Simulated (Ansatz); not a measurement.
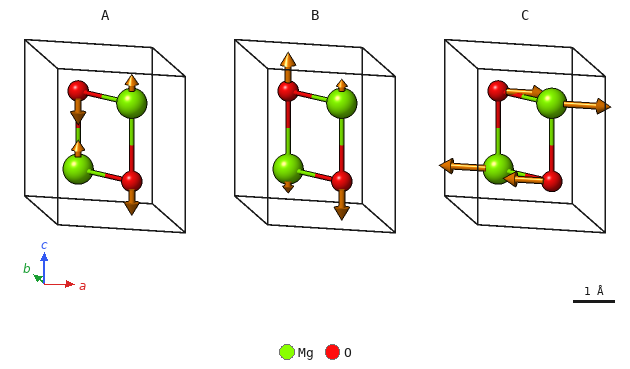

Modes of crystalline MgO relaxed at 35 GPa, space group P6₃/mmc (No. 194), at the zone centre (one member of each degenerate set). The orange arrows are the displacements of the atoms (eigenvector over the root of the mass), of arbitrary overall length and sign. The picture is a ball-and-stick view of the cell of the calculation, seen slightly off an axis.

Computed with Ansatz, DFT PBEsol, scalar-relativistic, plane waves, PAW.

Frequencies are those without the non-analytic (LO–TO) term.

Question: Give the symmetry species and the selection rules of each.

Answer: A is A₂u, infrared-active by symmetry (536 cm⁻¹). B is B₁g, silent by symmetry (neither infrared- nor Raman-active) (695 cm⁻¹). C is E₂g, Raman-active by symmetry (308 cm⁻¹). The crystal has a centre of inversion, so no mode is both.
